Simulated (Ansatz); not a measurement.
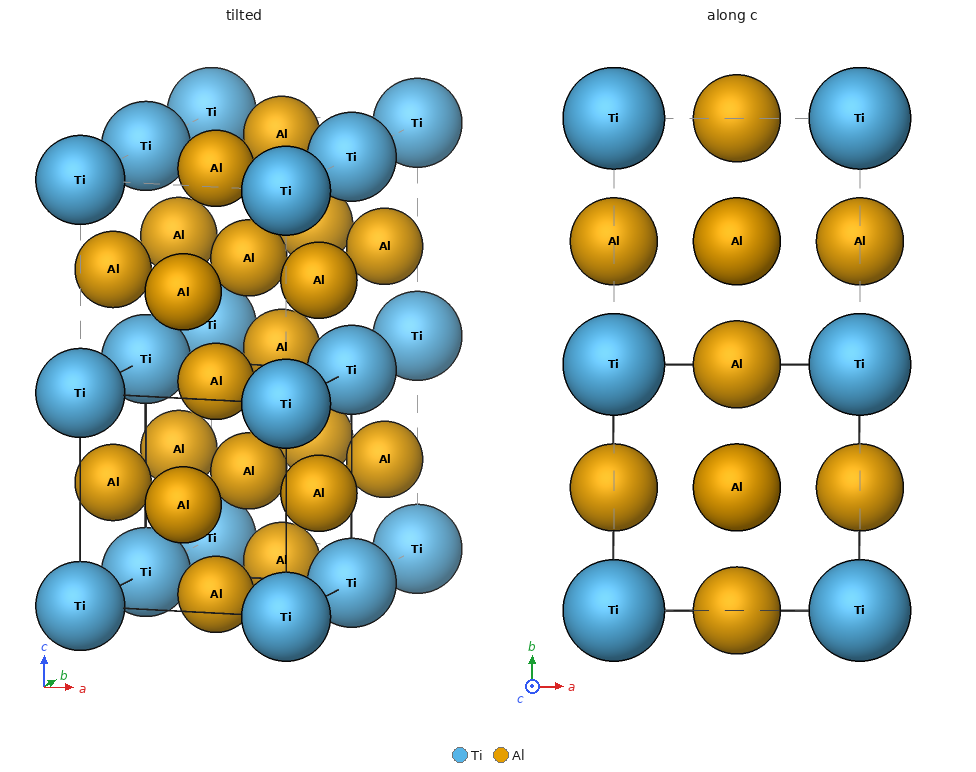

The figure gives a spheres-only picture of the atoms, viewed slightly off an axis and along the c axis. Solid lines give the conventional unit cell, repeated here 1×2×2 times.

TiAl₃, space group Pm-3m (No. 221), a = 3.97 Å, b = 3.97 Å, c = 3.97 Å, α = 90.00°, β = 90.00°, γ = 90.00°.

Setup: DFT PBEsol, scalar-relativistic, plane waves, PAW in Ansatz; a basis cut at 420 eV, 10×10×10 k-points, Gaussian smearing of 0.1 eV, no spin polarisation.

**Is the electronic structure metallic or gapped?**

A metal: bands cross the Fermi level.

**How far is the cell from zero pressure?**

The computed pressure is -1.4 GPa (stretched: it would shrink).

Starting structure: a structure listed in the Materials Project. The cell was then strained or its atoms displaced on purpose. Ansatz was used for an electronic-structure calculation on it.
